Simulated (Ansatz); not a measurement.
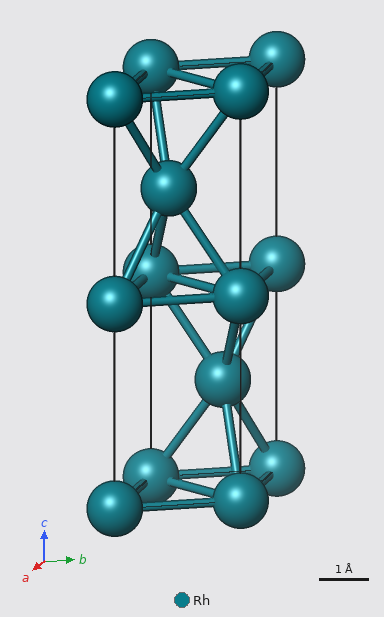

Rh, double hexagonal close-packed (α-La type), space group P6₃/mmc (No. 194), a = 2.692 Å, b = 2.692 Å, c = 8.798 Å, α = 90.00°, β = 90.00°, γ = 120.00°. Structure drawing (ball-and-stick), viewed slightly off an axis. The lines enclose the conventional unit cell; boundary atoms appear with their images. This one geometry was run with four functionals. The cell is a structure listed in the Materials Project. This isn't the form of Rh at room conditions, which is fcc.

Alike in all runs: Ansatz 0.2.0; potentials Ansatz PAW; cutoff 420 eV; k mesh 6 × 6 × 2 on the run's cell of 4 atoms; occupations fermi-dirac, width 0.05 eV; no spin polarisation; no spin-orbit coupling. All runs are metallic.

| level | pressure (GPa) |
| --- | --- |
| PBE0 | -5.7 |
| HSE06 | ? |
| LDA | -11.1 |
| PBEsol | -5.0 |

> What does HSE06 give?

Pressure -5.7 GPa. That is level with PBE0 in pressure.

> Order the levels by the equilibrium volume that these pressures point to, smallest first.

LDA (-11.1 GPa), HSE06 and PBE0 (-5.7 GPa), PBEsol (-5.0 GPa). A higher pressure at one volume points to a larger equilibrium volume, as long as the bulk moduli are alike; rows a few tenths of a GPa apart can't be told apart.

Notes on single rows: PBE0 and HSE06: the k mesh is coarse (spacing up to 0.45 Å⁻¹), so the values aren't converged, least of all with exact exchange; PBE0, HSE06, LDA and PBEsol: the k mesh is coarse (spacing up to 0.45 Å⁻¹), so the values aren't converged.

Caveat: rows whose functional differs from that of their potentials carry a shift in pressure and volume, which can reorder them.
